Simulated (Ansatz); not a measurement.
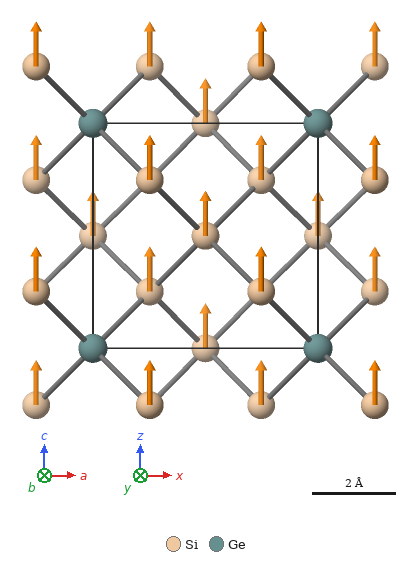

A scan of solid Si₇Ge (P-43m): the whole Si sublattice is shifted rigidly, along Cartesian [0 0 1], all else fixed. The picture shows the reference cell. The orange arrows give the direction of positive displacement. Style: ball-and-stick. Shown: the cell of the calculation, along the b axis.

These are results of DFT r2SCAN, scalar-relativistic, plane waves, PAW (Ansatz 0.2.0), not measurements. (plane-wave cutoff 500 eV; k-point mesh 6 × 6 × 6; occupations gaussian; smearing width 0.05 eV; no spin polarisation). Energies (free energies at the smearing named) are counted from the relaxed crystal.

```
Si Ge
1.0
     5.46797    0.00000    0.00000
     0.00000    5.46797    0.00000
     0.00000    0.00000    5.46797
Si Ge
7 1
Direct
  0.25243 0.25243 0.25243
  0.00000 0.50000 0.50000
  0.50000 0.50000 0.00000
  0.50000 0.00000 0.50000
  0.74757 0.25243 0.74757
  0.74757 0.74757 0.25243
  0.25243 0.74757 0.74757
  0.00000 0.00000 0.00000
```

### Predict the energy profile (the displacement: −0.3000, −0.2250, −0.1500, −0.0750, 0.0000, 0.0375, 0.0750, 0.1125, 0.1500, 0.1875, 0.2250, 0.2625, 0.3000 Å).

```csv
displacement (Å),ΔE (meV/cell)
−0.3000,577
−0.2250,329
−0.1500,148
−0.0750,37
0.0000,0
0.0375,9
0.0750,37
0.1125,83
0.1500,148
0.1875,230
0.2250,329
0.2625,445
0.3000,577
```

Points that are alike by symmetry were computed once.

Of the computed points the lowest is at the displacement 0.00 Å, 0 meV/cell. The curvature at zero is about 13 eV/Å² per cell. The well is symmetric. At the highest point the shortest interatomic distance is 2.23 Å, against 2.36 Å in the reference. The distortion takes the space group from P-43m to Cmm2.

As a plot (hollow markers are points alike by symmetry):

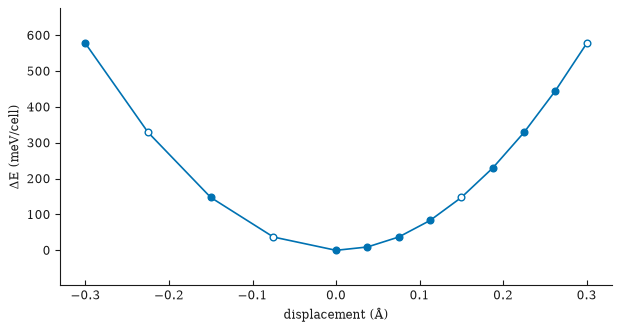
